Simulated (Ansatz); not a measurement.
## Run report: TiO$_{2}$, geometry relaxation (part 2 of 2)

Continued. System: TiO$_{2}$ (P4₂/mnm, 6 atoms in the cell). Method: DFT r2SCAN, scalar-relativistic, plane waves, PAW, no spin polarisation (Ansatz 0.2.0); cutoff 500 eV, 6×6×10 k-mesh, Gaussian smearing of 0.02 eV. The structure derives from a Materials Project entry.

Geometry of the input (Å; fractional positions):
```
4.5998  0.0000  0.0000
0.0000  4.5998  0.0000
0.0000  0.0000  2.9592
Ti 0.5000  0.5000  0.0000
Ti 0.0000  0.0000  0.5000
O  0.6957  0.6957  0.5000
O  0.8043  0.1957  0.0000
O  0.1957  0.8043  0.0000
O  0.3043  0.3043  0.5000
```

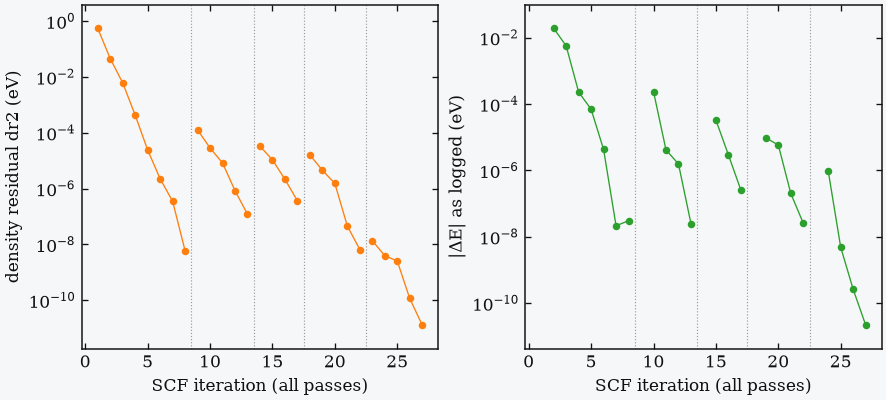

Convergence of the self-consistent field: density residual dr2 and size of the energy change against the SCF iteration. The dotted lines part the SCF passes of the relaxation: geometry steps, rejected trials and re-solves on a re-selected basis. The 5 passes take 4 to 8 iterations each, 27 in all.

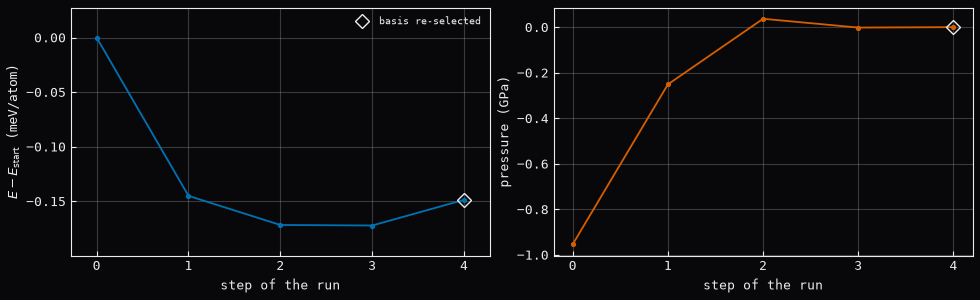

Progress of the relaxation, step by step (the first geometry is step 0 here and step 1 in the log). No atom moves by more than 0.005 Å relative to the cell. The volume changes by −0.3 %, with a = b 4.600 → 4.596 Å (−0.1 %), c 2.959 → 2.954 Å (−0.2 %). The space group stays P4_2/mnm (No. 136). Over 3 geometry steps the energy falls by 0.2 meV per atom. Largest force component: 0.039 eV/Å at the start, 0.0026 eV/Å at the end. The pressure goes from −0.95 to 0.00 GPa. A last SCF at the same geometry on a re-selected plane-wave basis shifts the energy by +0.0 meV per atom. (Atoms are counted from 1 in the order of the input.)

```
basis re-selected at this cell: Δ(F+E_penalty+E_count) = +1.417e-4 eV, ΔP = +0.002 GPa vs the last step (what re-selecting the basis moved, of the pressure what is left beyond the Pulay correction that the steps carried, after the strain that the cell walked since its last selection, with what the two solves' SCF thresholds leave and, on support functions, any second-order correction that the steps lacked; it is no measure of the basis error at this ecutwfc). This SCF's stress stands 3.53e-2 GPa from its target on what of the cell is left free (relax.cell.stress_tol is 5.00e-2 GPa) and its largest allowed force component is 2.62e-3 eV/Å (relax.f_tol is 5.00e-3 eV/Å): within both
SCF converged after 5 iterations
Free energy (F): -7292.577952 eV
Harris-Foulkes:  -7292.577952 eV  (|F-HF|=1.82e-12)
Internal energy: -7292.577952 eV  (E = F + TS)
E sigma→0 (E₀):  -7292.577952 eV
Fermi energy:    9.918516 eV
--- Per-component energies (eV) ---
  E_band       = -440.813571
  E_kinetic    = 1251.134419
  E_local      = -3078.935101  (includes V_loc(G=0)·N_el)
  E_nonlocal   = 191.764502
  E_hartree    = 1170.348847
  E_xc         = -482.936893
  E_vxc        = -693.268473  (∫ρ·V_xc dr)
  E_paw        = -2747.306122  (= ΣΔE_a)
  E_vpaw       = -497.805962  (= ΣTr[D̂ρ^β])
  E_aug_tail   = 0.004759  (compensation charges beyond the density's cutoff)
  E_vtau       = 45.594669  (kinetic-family band-sum trace: ∫τ·v_τ [+ j·A + Jᵃ·Aᵃ] dr)
  E_ewald      = -3596.017686
  E_core_change = -0.634678  (= ΣΔE_core)
  E_smearing   = -0.000000  (= −TS)
  E_closure    = 0.000000  (closes the sum)
  Σ components = -7292.577952   (vs F -7292.577952, Δ=0.00e0)
--- Forces (eV/Å), atoms counted from 1 ---
  atom   1  Ti     0.00000000     0.00000000     0.00000000
  atom   2  Ti    -0.00000000    -0.00000000     0.00000000
  atom   3  O      0.00261619     0.00261619     0.00000000
  atom   4  O     -0.00261619     0.00261619     0.00000000
  atom   5  O      0.00261619    -0.00261619     0.00000000
  atom   6  O     -0.00261619    -0.00261619     0.00000000
  max |Σ_I F_I| component: 8.67e-19 eV/Å
--- Stress (GPa, compression-positive) ---
        0.018338       0.000000       0.000000
        0.000000       0.018338       0.000000
        0.000000       0.000000      -0.035258
  P = ⅓ Tr σ = 0.0005 GPa (0.005 kbar)
--- Band table (eV; the first three rows and the last of 60) ---
  k-point 0: bands = ["-50.3502", "-50.3327", "-25.6027", "-25.6027", "-25.4248", "-25.4248", "-25.3774", "-25.3418", "-10.4398", "-9.2904", "-8.5314", "-8.5314", "2.9390", "3.3155", "3.8061", "4.8576", "4.8576", "6.1755", "6.1755", "6.7510", "8.0622", "8.3303", "8.3303", "8.8083", "11.0288", "11.3522", "11.5694", "11.6676", "11.6676", "13.5293"]
  k-point 1: bands = ["-50.3458", "-50.3292", "-25.5906", "-25.5906", "-25.4228", "-25.4228", "-25.4223", "-25.3891", "-10.3332", "-9.2288", "-8.5834", "-8.5834", "3.0862", "3.4270", "3.9241", "4.7382", "4.7382", "6.3927", "6.3927", "6.4447", "7.6436", "8.1330", "8.1330", "8.7559", "11.2803", "11.4455", "11.5034", "11.7920", "11.7920", "13.6682"]
  k-point 2: bands = ["-50.3344", "-50.3202", "-25.5580", "-25.5580", "-25.5380", "-25.5111", "-25.4183", "-25.4183", "-10.0430", "-9.0764", "-8.7190", "-8.7190", "3.4863", "3.7211", "4.2722", "4.5983", "4.5983", "5.7550", "6.7603", "6.7912", "6.7912", "7.6216", "7.6216", "8.5359", "11.3980", "11.6274", "11.7667", "12.1016", "12.1016", "13.4272"]
  k-point 59: bands = ["-50.3002", "-50.3002", "-25.8240", "-25.8240", "-25.4523", "-25.4523", "-25.4291", "-25.4291", "-9.1601", "-9.1601", "-8.8586", "-8.8586", "4.0056", "4.0056", "4.1419", "4.1419", "5.1643", "5.1643", "5.9763", "5.9763", "7.4953", "7.4953", "8.1022", "8.1022", "11.7507", "11.7507", "12.3826", "12.3826", "12.4164", "12.4164"]
--- Relaxed structure (4 steps of the walk, 4 accepted, 1 SCFs on fresh bases) ---
  F+E_penalty+E_count = -7292.57795166 eV   max|allowed force component| = 2.616e-3 eV/Å   (the final SCF, on the basis selected at the relaxed cell)
  cell:  # Å, volume = 62.4113 Å³
    - [4.596447554870703, -4.880270961486155e-35, 0.0]
    - [-4.880270961486155e-35, 4.596447554870703, 0.0]
    - [0.0, 0.0, 2.9540545332938244]
  atoms:
    - { symbol: Ti, position: [0.5, 0.5, 0.0] }
    - { symbol: Ti, position: [-9.821019166375078e-21, -7.85681533310006e-21, 0.5] }
    - { symbol: O, position: [0.6953609384409654, 0.6953609384409654, 0.5] }
    - { symbol: O, position: [0.8046390615590348, 0.1953609384409654, 0.0] }
    - { symbol: O, position: [0.1953609384409654, 0.8046390615590348, 0.0] }
    - { symbol: O, position: [0.3046390615590346, 0.3046390615590346, 0.5] }
```

**Trajectory as extended XYZ (Å, eV, eV/Å), 5 frames, from step=1 to step=5**
```
6
Lattice="4.5998 0.0000 0.0000 0.0000 4.5998 0.0000 0.0000 0.0000 2.9592" Properties=species:S:1:pos:R:3:forces:R:3 step=1 energy=-7292.57706 pressure_GPa=-0.95
Ti    2.2999    2.2999    0.0000    0.0000   0.0000   0.0000
Ti    0.0000    0.0000    1.4796    0.0000   0.0000   0.0000
O     3.2000    3.2000    1.4796   -0.0395  -0.0395   0.0000
O     3.6997    0.9001    0.0000    0.0395  -0.0395   0.0000
O     0.9001    3.6997    0.0000   -0.0395   0.0395   0.0000
O     1.3998    1.3998    1.4796    0.0395   0.0395   0.0000
6
Lattice="4.5959 0.0000 0.0000 0.0000 4.5959 0.0000 0.0000 0.0000 2.9564" Properties=species:S:1:pos:R:3:forces:R:3 step=2 energy=-7292.57793 pressure_GPa=-0.25
Ti    2.2980    2.2980    0.0000    0.0000   0.0000   0.0000
Ti    0.0000    0.0000    1.4782    0.0000   0.0000   0.0000
O     3.1968    3.1968    1.4782   -0.0197  -0.0197   0.0000
O     3.6971    0.8988    0.0000    0.0197  -0.0197   0.0000
O     0.8988    3.6971    0.0000   -0.0197   0.0197   0.0000
O     1.3992    1.3992    1.4782    0.0197   0.0197   0.0000
6
Lattice="4.5955 0.0000 0.0000 0.0000 4.5955 0.0000 0.0000 0.0000 2.9542" Properties=species:S:1:pos:R:3:forces:R:3 step=3 energy=-7292.57809 pressure_GPa=0.04
Ti    2.2978    2.2978    0.0000    0.0000   0.0000   0.0000
Ti    0.0000    0.0000    1.4771    0.0000   0.0000   0.0000
O     3.1961    3.1961    1.4771   -0.0076  -0.0076   0.0000
O     3.6972    0.8983    0.0000    0.0076  -0.0076   0.0000
O     0.8983    3.6972    0.0000   -0.0076   0.0076   0.0000
O     1.3994    1.3994    1.4771    0.0076   0.0076   0.0000
6
Lattice="4.5964 0.0000 0.0000 0.0000 4.5964 0.0000 0.0000 0.0000 2.9541" Properties=species:S:1:pos:R:3:forces:R:3 step=4 energy=-7292.57809 pressure_GPa=-0.00
Ti    2.2982    2.2982    0.0000    0.0000   0.0000   0.0000
Ti    0.0000    0.0000    1.4770    0.0000   0.0000   0.0000
O     3.1962    3.1962    1.4770    0.0026   0.0026   0.0000
O     3.6985    0.8980    0.0000   -0.0026   0.0026   0.0000
O     0.8980    3.6985    0.0000    0.0026  -0.0026   0.0000
O     1.4003    1.4003    1.4770   -0.0026  -0.0026   0.0000
6
Lattice="4.5964 0.0000 0.0000 0.0000 4.5964 0.0000 0.0000 0.0000 2.9541" Properties=species:S:1:pos:R:3:forces:R:3 step=5 energy=-7292.57795 pressure_GPa=0.00
Ti    2.2982    2.2982    0.0000    0.0000   0.0000   0.0000
Ti    0.0000    0.0000    1.4770    0.0000   0.0000   0.0000
O     3.1962    3.1962    1.4770    0.0026   0.0026   0.0000
O     3.6985    0.8980    0.0000   -0.0026   0.0026   0.0000
O     0.8980    3.6985    0.0000    0.0026  -0.0026   0.0000
O     1.4003    1.4003    1.4770   -0.0026  -0.0026   0.0000
```

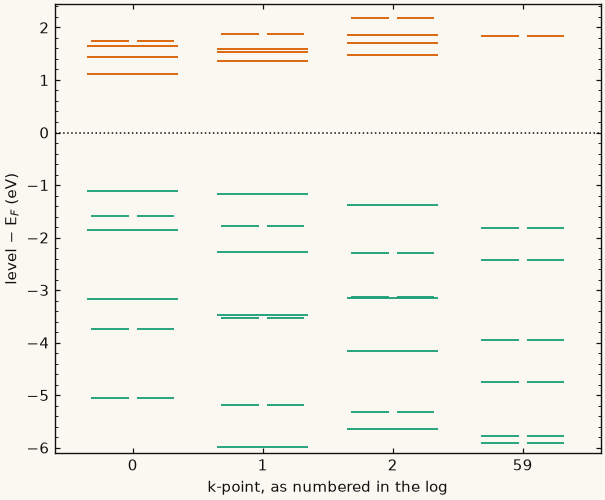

Kohn–Sham levels near the Fermi level (dotted) at the few k-points that the log prints; levels within 0.02 eV of each other stand side by side. Among these points the highest filled and lowest empty levels are 2.22 eV apart, which is the gap on the mesh.
